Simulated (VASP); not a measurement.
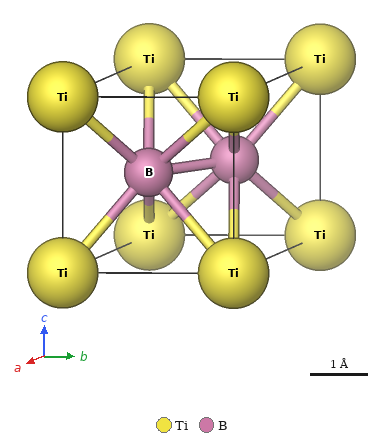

*The structure as given in the input (ball-and-stick view of the cell of the calculation, seen at an oblique angle).*

Near neighbours in the crystal (not all of them lie inside the picture): Ti has 12 B at 2.38 Å; B has 3 B at 1.75 Å and 6 Ti at 2.38 Å.

**Geometry relaxation, with input and output: TiB2 (part 1 of 3)**

- system: TiB2 (P6/mmm, 3 atoms in the cell)
- method: Kohn-Sham DFT of a periodic cell, LDA, VASP PAW LDA potentials, recommended, no spin polarisation (VASP 6.6.1)

The structure derives from an entry of the Crystallography Open Database.

OSZICAR:
```
N       E                     dE             d eps       ncg     rms          rms(c)
DAV:   1     0.961081007392E+02    0.96108E+02   -0.74344E+03  1570   0.121E+03
DAV:   2    -0.256376898686E+02   -0.12175E+03   -0.11901E+03  1615   0.334E+02
DAV:   3    -0.319442249196E+02   -0.63065E+01   -0.62562E+01  2188   0.772E+01
DAV:   4    -0.321464112289E+02   -0.20219E+00   -0.20197E+00  1975   0.126E+01
DAV:   5    -0.321534880032E+02   -0.70768E-02   -0.70763E-02  2299   0.196E+00    0.163E+01
DAV:   6    -0.268794726055E+02    0.52740E+01   -0.27749E+01  2094   0.598E+01    0.369E+00
DAV:   7    -0.268841549597E+02   -0.46824E-02   -0.19251E+00  1775   0.165E+01    0.320E+00
DAV:   8    -0.268796885786E+02    0.44664E-02   -0.15902E-01  2167   0.367E+00    0.770E-01
DAV:   9    -0.268730284703E+02    0.66601E-02   -0.71721E-02  2064   0.365E+00    0.334E-01
DAV:  10    -0.268720639170E+02    0.96455E-03   -0.57827E-03  2038   0.101E+00    0.459E-02
DAV:  11    -0.268720665805E+02   -0.26635E-05   -0.23604E-04  2045   0.183E-01    0.442E-02
DAV:  12    -0.268720529237E+02    0.13657E-04   -0.89619E-05  2059   0.127E-01    0.761E-03
DAV:  13    -0.268720515338E+02    0.13900E-05   -0.90164E-06  2011   0.410E-02    0.186E-03
DAV:  14    -0.268720515287E+02    0.50711E-08   -0.20478E-07  1471   0.529E-03
   1 F= -.26872052E+02 E0= -.26870580E+02  d E =-.268721E+02
       N       E                     dE             d eps       ncg     rms          rms(c)
DAV:   1    -0.282940058283E+02   -0.14220E+01   -0.32020E+01  1655   0.858E+01    0.111E+01
DAV:   2    -0.269283547094E+02    0.13657E+01   -0.59145E+00  2147   0.380E+01    0.215E+00
DAV:   3    -0.268375713238E+02    0.90783E-01   -0.39038E-01  1907   0.627E+00    0.881E-01
DAV:   4    -0.268473781070E+02   -0.98068E-02   -0.19418E-01  1993   0.362E+00    0.620E-01
DAV:   5    -0.268645118251E+02   -0.17134E-01   -0.23359E-02  2191   0.165E+00    0.127E-01
DAV:   6    -0.268694591100E+02   -0.49473E-02   -0.13648E-02  2247   0.743E-01    0.140E-01
DAV:   7    -0.268698376648E+02   -0.37855E-03   -0.15619E-03  1911   0.509E-01    0.754E-02
DAV:   8    -0.268697641345E+02    0.73530E-04   -0.33004E-04  1988   0.241E-01    0.837E-03
DAV:   9    -0.268697673910E+02   -0.32565E-05   -0.24264E-05  1818   0.426E-02    0.214E-03
DAV:  10    -0.268697672616E+02    0.12947E-06   -0.17765E-06  2187   0.965E-03    0.136E-03
DAV:  11    -0.268697673228E+02   -0.61263E-07   -0.23209E-07  1370   0.418E-03
   2 F= -.26869767E+02 E0= -.26868405E+02  d E =0.228421E-02
       N       E                     dE             d eps       ncg     rms          rms(c)
DAV:   1    -0.273119313154E+02   -0.44216E+00   -0.84590E+00  1698   0.464E+01    0.628E+00
DAV:   2    -0.269521624083E+02    0.35977E+00   -0.26666E+00  2060   0.231E+01    0.126E+00
DAV:   3    -0.269013588000E+02    0.50804E-01   -0.20686E-01  1924   0.549E+00    0.412E-01
DAV:   4    -0.269060427993E+02   -0.46840E-02   -0.53342E-02  1971   0.158E+00    0.276E-01
DAV:   5    -0.269122079769E+02   -0.61652E-02   -0.89813E-03  2535   0.697E-01    0.219E-01
DAV:   6    -0.269131285632E+02   -0.92059E-03   -0.19714E-03  2121   0.418E-01    0.819E-02
DAV:   7    -0.269131290659E+02   -0.50271E-06   -0.33217E-04  2189   0.133E-01    0.692E-02
DAV:   8    -0.269131710544E+02   -0.41988E-04   -0.25209E-04  1978   0.178E-01    0.153E-02
DAV:   9    -0.269131751924E+02   -0.41380E-05   -0.22485E-05  1635   0.547E-02    0.134E-02
DAV:  10    -0.269131762289E+02   -0.10366E-05   -0.68792E-07  1710   0.105E-02    0.748E-03
DAV:  11    -0.269131764917E+02   -0.26275E-06   -0.88580E-07  1867   0.108E-02    0.720E-04
DAV:  12    -0.269131764201E+02    0.71592E-07   -0.53033E-08   834   0.191E-03
   3 F= -.26913176E+02 E0= -.26911758E+02  d E =-.411249E-01
       N       E                     dE             d eps       ncg     rms          rms(c)
DAV:   1    -0.269133251699E+02   -0.14868E-03   -0.32938E-03  1675   0.895E-01    0.119E-01
DAV:   2    -0.269131840430E+02    0.14113E-03   -0.85657E-04  2136   0.424E-01    0.229E-02
DAV:   3    -0.269131684072E+02    0.15636E-04   -0.60259E-05  1870   0.907E-02    0.897E-03
DAV:   4    -0.269131693776E+02   -0.97040E-06   -0.21630E-05  1984   0.353E-02    0.601E-03
DAV:   5    -0.269131716115E+02   -0.22339E-05   -0.28090E-06  2424   0.120E-02    0.194E-03
DAV:   6    -0.269131720558E+02   -0.44432E-06   -0.10169E-06  1932   0.566E-03    0.825E-04
DAV:   7    -0.269131719661E+02    0.89690E-07   -0.58839E-08   909   0.244E-03
   4 F= -.26913172E+02 E0= -.26911755E+02  d E =-.411204E-01
       N       E                     dE             d eps       ncg     rms          rms(c)
DAV:   1    -0.269181213747E+02   -0.49493E-02   -0.17814E-01  1700   0.674E+00    0.438E-01
DAV:   2    -0.269157912168E+02    0.23302E-02   -0.86005E-03  1580   0.943E-01    0.242E-01
DAV:   3    -0.269147052212E+02    0.10860E-02   -0.16495E-03  1875   0.516E-01    0.358E-02
DAV:   4    -0.269146927160E+02    0.12505E-04   -0.10873E-04  1701   0.123E-01    0.149E-02
DAV:   5    -0.269146866236E+02    0.60923E-05   -0.91191E-06  1743   0.351E-02    0.547E-03
DAV:   6    -0.269146861936E+02    0.43000E-06   -0.66411E-07  1790   0.105E-02    0.119E-03
DAV:   7    -0.269146861875E+02    0.61491E-08   -0.24364E-08   910   0.203E-03
   5 F= -.26914686E+02 E0= -.26913279E+02  d E =-.151422E-02
       N       E                     dE             d eps       ncg     rms          rms(c)
DAV:   1    -0.269146863755E+02   -0.18186E-06   -0.70356E-06  1690   0.423E-02    0.274E-03
DAV:   2    -0.269146862764E+02    0.99067E-07   -0.34108E-07  1432   0.600E-03
   6 F= -.26914686E+02 E0= -.26913279E+02  d E =-.151431E-02
       N       E                     dE             d eps       ncg     rms          rms(c)
DAV:   1    -0.269149954976E+02   -0.30912E-03   -0.65772E-03  1670   0.127E+00    0.168E-01
DAV:   2    -0.269147091649E+02    0.28633E-03   -0.17298E-03  2120   0.599E-01    0.322E-02
DAV:   3    -0.269146812655E+02    0.27899E-04   -0.11870E-04  1878   0.128E-01    0.123E-02
DAV:   4    -0.269146844766E+02   -0.32110E-05   -0.42494E-05  1976   0.487E-02    0.842E-03
DAV:   5    -0.269146888139E+02   -0.43374E-05   -0.55764E-06  2385   0.164E-02    0.269E-03
DAV:   6    -0.269146894112E+02   -0.59728E-06   -0.22670E-06  2058   0.841E-03    0.121E-03
DAV:   7    -0.269146895748E+02   -0.16355E-06   -0.11460E-07  1186   0.327E-03    0.564E-04
DAV:   8    -0.269146895810E+02   -0.62039E-08   -0.22273E-08   795   0.159E-03
   7 F= -.26914690E+02 E0= -.26913281E+02  d E =-.330455E-05
       N       E                     dE             d eps       ncg     rms          rms(c)
DAV:   1    -0.269147563435E+02   -0.66769E-04   -0.12862E-03  1665   0.559E-01    0.745E-02
DAV:   2    -0.269147013187E+02    0.55025E-04   -0.33518E-04  2120   0.264E-01    0.142E-02
DAV:   3    -0.269146951069E+02    0.62119E-05   -0.23015E-05  1873   0.563E-02    0.549E-03
DAV:   4    -0.269146954400E+02   -0.33314E-06   -0.83099E-06  1971   0.216E-02    0.373E-03
DAV:   5    -0.269146963362E+02   -0.89612E-06   -0.10790E-06  2289   0.736E-03    0.116E-03
DAV:   6    -0.269146965251E+02   -0.18897E-06   -0.44845E-07  1747   0.367E-03    0.551E-04
DAV:   7    -0.269146964644E+02    0.60728E-07   -0.19419E-08   795   0.140E-03
   8 F= -.26914696E+02 E0= -.26913289E+02  d E =-.101880E-04
```

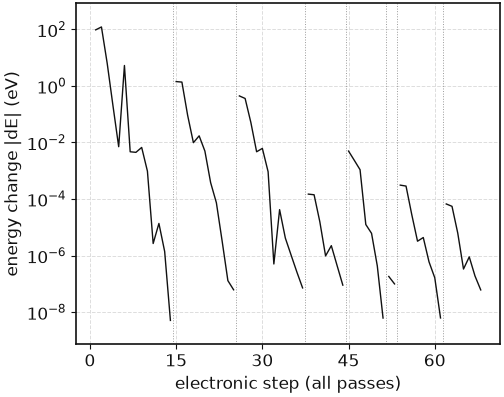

*Convergence of the self-consistent field: energy change |dE| against the electronic step. Each stretch between dotted lines is the SCF of one geometry step of a relaxation.*

The 8 ionic steps take 2 to 14 electronic steps each. The density is held fixed in the first few steps, and dE rises again when its update begins.

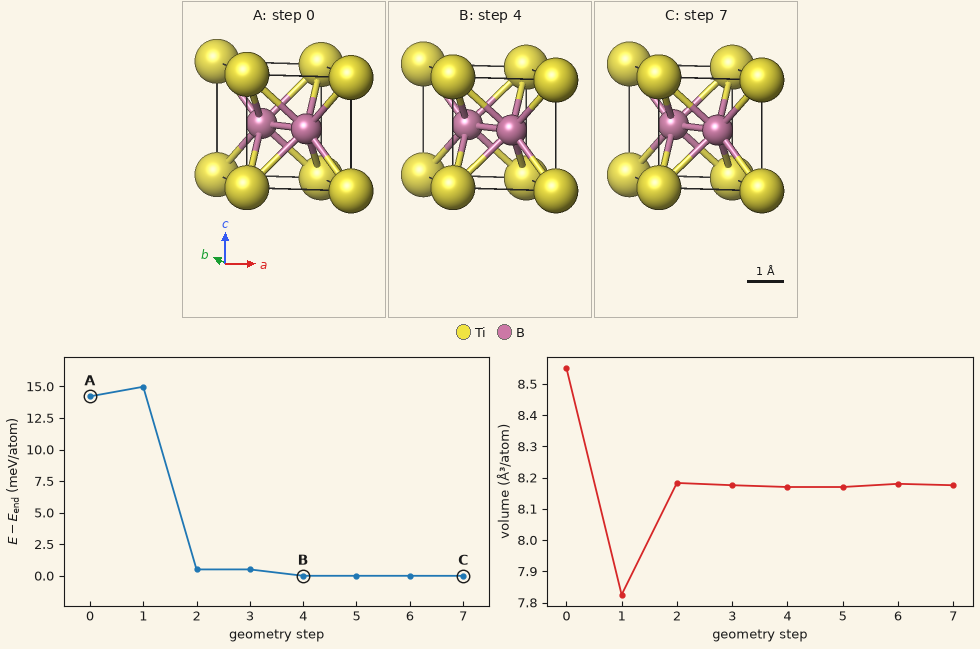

*Frames of the relaxation (ball-and-stick view of the cell of the calculation, seen slightly off an axis) above the curves, on which the letters mark them (steps are counted from 0).*

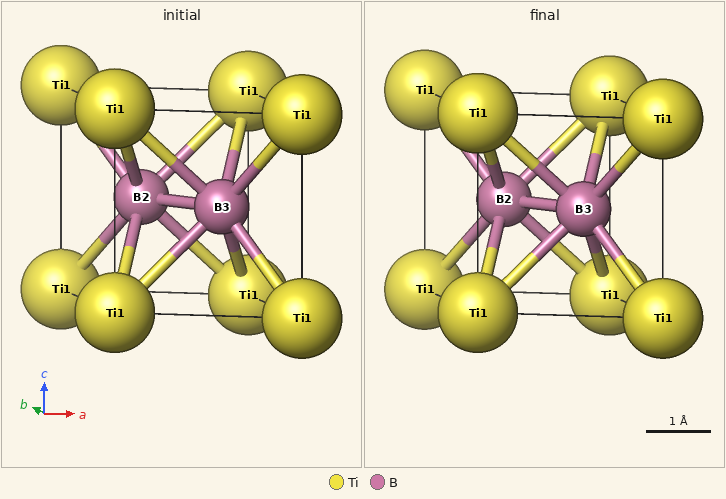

*Before (left) and after (right) the relaxation, at one scale (ball-and-stick view of the cell of the calculation, seen slightly off an axis).*

No atom moves by more than 0.005 Å relative to the cell. Cell: a = b 3.029 → 2.995 Å (−1.1 %), c 3.228 → 3.157 Å (−2.2 %). Volume −4.4 %. Among the contacts that change: Ti1–B2 2.380 → 2.341 Å, B2–B3 1.749 → 1.729 Å. The space group stays P6/mmm (No. 191). The energy falls by 14.2 meV per atom in 7 geometry steps. All forces vanish by symmetry, so only the cell relaxes. (Atoms are counted from 1 in the order of the input.)

Parts of OUTCAR:
```
SYSTEM = TiB2
   PREC = Accurate
   ENCUT = 350
   EDIFF = 1E-7
   ISMEAR = 0
   LREAL = .FALSE.
   LASPH = .TRUE.
   NELM = 60
   ISIF = 3
   GGA = CA
   IBRION = 2
   NSW = 80
   EDIFFG = -0.002

 ion  position               nearest neighbor table
   1  0.000  0.000  0.000-   2 2.38   3 2.38   2 2.38   3 2.38   2 2.38   2 2.38   3 2.38   3 2.38
                             3 2.38   3 2.38   2 2.38   2 2.38
   2  0.333  0.667  0.500-   3 1.75   3 1.75   3 1.75   1 2.38   1 2.38   1 2.38   1 2.38   1 2.38
                             1 2.38
   3  0.667  0.333  0.500-   2 1.75   2 1.75   2 1.75   1 2.38   1 2.38   1 2.38   1 2.38   1 2.38
                             1 2.38

  LATTYP: Found a hexagonal cell.
 ALAT       =     3.0292000000
 C/A-ratio  =     1.0657599366

  Lattice vectors:

 A1 = (   3.0292000000,   0.0000000000,   0.0000000000)
 A2 = (  -1.5146000000,   2.6233641500,   0.0000000000)
 A3 = (   0.0000000000,   0.0000000000,   3.2284000000)

Analysis of symmetry for initial positions (statically):
=====================================================================
 Subroutine PRICEL returns:
 Original cell was already a primitive cell.

 Routine SETGRP: Setting up the symmetry group for a
 hexagonal supercell.

 Subroutine GETGRP returns: Found 24 space group operations
 (whereof 24 operations were pure point group operations)
 out of a pool of 24 trial point group operations.

The static configuration has the point symmetry D_6h.

Analysis of symmetry for dynamics (positions and initial velocities):
=====================================================================
 Subroutine PRICEL returns:
 Original cell was already a primitive cell.

 Routine SETGRP: Setting up the symmetry group for a
 hexagonal supercell.

 Subroutine GETGRP returns: Found 24 space group operations
 (whereof 24 operations were pure point group operations)
 out of a pool of 24 trial point group operations.

The dynamic configuration has the point symmetry D_6h.

 Subroutine INISYM returns: Found 24 space group operations
 (whereof 24 operations are pure point group operations),
 and found     1 'primitive' translations

----------------------------------------------------------------------------------------

                                     Primitive cell

  volume of cell :      25.6551

  direct lattice vectors                    reciprocal lattice vectors
     3.029200000  0.000000000  0.000000000     0.330120164  0.190594966  0.000000000
    -1.514600000  2.623364150  0.000000000     0.000000000  0.381189931  0.000000000
     0.000000000  0.000000000  3.228400000     0.000000000  0.000000000  0.309750960

  length of vectors
     3.029200000  3.029199997  3.228400000     0.381189931  0.381189931  0.309750960

  position of ions in fractional coordinates (direct lattice)
     0.000000000  0.000000000  0.000000000
     0.333333330  0.666666670  0.500000000
     0.666666670  0.333333330  0.500000000

  ion indices of the primitive-cell ions
   primitive index   ion index
                 1           1
                 2           2
                 3           3

----------------------------------------------------------------------------------------

 KPOINTS: regular mesh

Automatic generation of k-mesh.
 Grid dimensions read from file:
 generate k-points for:    9    9    8

 Generating k-lattice:

  Cartesian coordinates                     Fractional coordinates (reciprocal lattice)
     0.036680018  0.021177218  0.000000000     0.111111111  0.000000000  0.000000000
     0.000000000  0.042354437  0.000000000     0.000000000  0.111111111  0.000000000
     0.000000000  0.000000000  0.038718870     0.000000000  0.000000000  0.125000000

  Length of vectors
     0.042354437  0.042354437  0.038718870

  Shift w.r.t. Gamma in fractional coordinates (k-lattice)
     0.000000000  0.000000000  0.000000000

 Subroutine IBZKPT returns following result:
 ===========================================

 Found     60 irreducible k-points:

 Following reciprocal coordinates:
            Coordinates               Weight
  0.000000  0.000000  0.000000      1.000000
  0.111111  0.000000  0.000000      6.000000
  0.222222  0.000000  0.000000      6.000000
  0.333333  0.000000  0.000000      6.000000
  0.444444  0.000000  0.000000      6.000000
  0.111111  0.111111  0.000000      6.000000
  0.222222  0.111111  0.000000     12.000000
  0.333333  0.111111  0.000000     12.000000
  0.444444  0.111111  0.000000      6.000000
  0.222222  0.222222  0.000000      6.000000
  0.333333  0.222222  0.000000     12.000000
  0.333333  0.333333  0.000000      2.000000
  0.000000  0.000000  0.125000      2.000000
  0.111111  0.000000  0.125000     12.000000
  0.222222  0.000000  0.125000     12.000000
  0.333333  0.000000  0.125000     12.000000
  0.444444  0.000000  0.125000     12.000000
  0.111111  0.111111  0.125000     12.000000
  0.222222  0.111111  0.125000     24.000000
  0.333333  0.111111  0.125000     24.000000
  0.444444  0.111111  0.125000     12.000000
  0.222222  0.222222  0.125000     12.000000
  0.333333  0.222222  0.125000     24.000000
  0.333333  0.333333  0.125000      4.000000
 [... further k-points ...]
```
